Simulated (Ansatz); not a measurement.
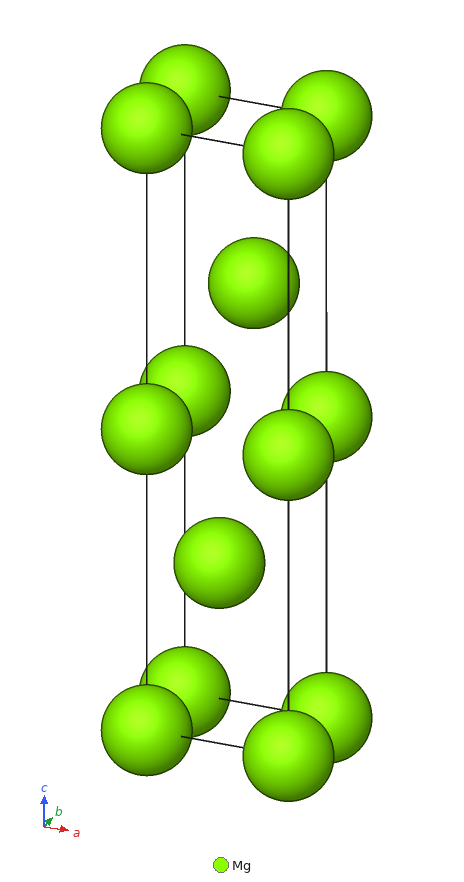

Mg, double hexagonal close-packed (α-La type), space group P6₃/mmc (No. 194), a = 3.177 Å, b = 3.177 Å, c = 10.319 Å, α = 90.00°, β = 90.00°, γ = 120.00°. A spheres-only rendering, viewed slightly off an axis. The edges of the conventional unit cell are marked. This one geometry was run with eight functionals. The cell is a structure listed in the Materials Project.

Alike in all runs: Ansatz 0.2.0; potentials Ansatz PAW; cutoff 420 eV; k mesh 6 × 6 × 2 on the run's cell of 4 atoms; occupations fermi-dirac, width 0.05 eV; no spin polarisation; no spin-orbit coupling. All runs are metallic.

```tsv
level	pressure (GPa)
PBEsol	?
PBE	0.7
RPBE	2.0
HSE06	0.7
BLYP	1.4
PBE0	0.6
LDA	-1.5
revPBE	1.8
```

### What does PBEsol give?

Pressure 0.0 GPa. That is between LDA and PBE0 in pressure.

### Order the levels by the equilibrium volume that these pressures point to, smallest first.

LDA (-1.5 GPa), PBEsol (0.0 GPa), PBE0 (0.6 GPa), HSE06 and PBE (0.7 GPa), BLYP (1.4 GPa), revPBE (1.8 GPa), RPBE (2.0 GPa). A higher pressure at one volume points to a larger equilibrium volume, as long as the bulk moduli are alike; rows a few tenths of a GPa apart can't be told apart.

Notes on single rows: HSE06 and PBE0: the k mesh is coarse (spacing up to 0.38 Å⁻¹), so the values aren't converged, least of all with exact exchange.

Caveat: the k mesh is coarse (spacing up to 0.38 Å⁻¹), so the values aren't converged; rows whose functional differs from that of their potentials carry a shift in pressure and volume, which can reorder them.
